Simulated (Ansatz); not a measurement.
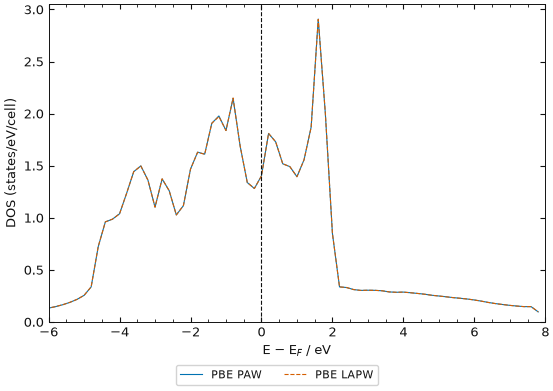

Total densities of states of Mn, space group Fm-3m (No. 225), 1 atom in the cell, by two methods on the same cell. Each is counted from its own Fermi level.

Question: How do the methods compare?

Answer: PBE PAW gives a metal with about 1.5 states per eV and cell at the Fermi level and PBE LAPW gives a metal with about 1.5 states per eV and cell at the Fermi level.

Settings. PBE PAW: DFT, PBE, PAW with Ansatz's default frozen-core files, scalar-relativistic, spin-polarised, 16×16×16 k mesh, 420 eV cutoff, Fermi-Dirac smearing of 0.08 eV (Ansatz). PBE LAPW: DFT, PBE, all-electron LAPW, scalar-relativistic, spin-polarised, 16×16×16 k mesh, Fermi-Dirac smearing of 0.08 eV (Ansatz).

Some starting moments didn't survive the run.
